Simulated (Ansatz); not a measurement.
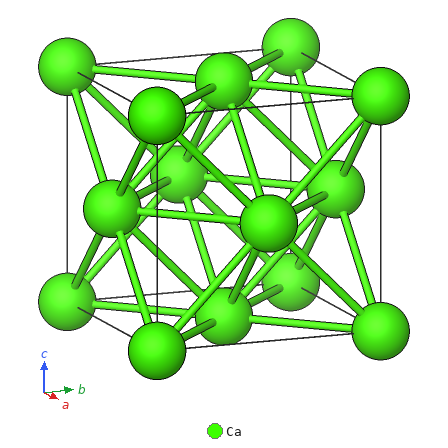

System: Ca, space group Fm-3m (No. 225). The picture shows the conventional cell.

Structure:
```cif
data_structure
_symmetry_space_group_name_H-M 'P 1'
_symmetry_Int_Tables_number 1
_cell_length_a 3.9516
_cell_length_b 3.9516
_cell_length_c 3.9516
_cell_angle_alpha 60.000
_cell_angle_beta 60.000
_cell_angle_gamma 60.000
_cell_volume 43.63
loop_
_atom_site_label
_atom_site_type_symbol
_atom_site_fract_x
_atom_site_fract_y
_atom_site_fract_z
_atom_site_occupancy
Ca1 Ca 0.00000 0.00000 0.00000 1
```

Calculation (Ansatz 0.2.0): volume and cell lengths of one structure relaxed by several density functionals; plane waves with PAW datasets, Γ-centred k mesh. All runs: no spin polarisation.

- occupations: Gaussian
- smearing width: 0.1 eV

The space group named is that of the starting cell.

Predict the volume by functional. The cases: PBE; PBE+D3(BJ); PBEsol.

PBE+D3(BJ) gives 40.08 Å³/atom, PBEsol 40.54 Å³/atom and PBE 42.16 Å³/atom.

```csv
functional,volume (Å³/atom)
PBE,42.16
PBE+D3(BJ),40.08
PBEsol,40.54
```

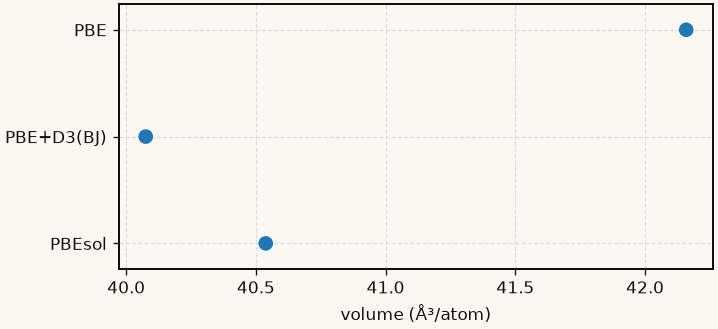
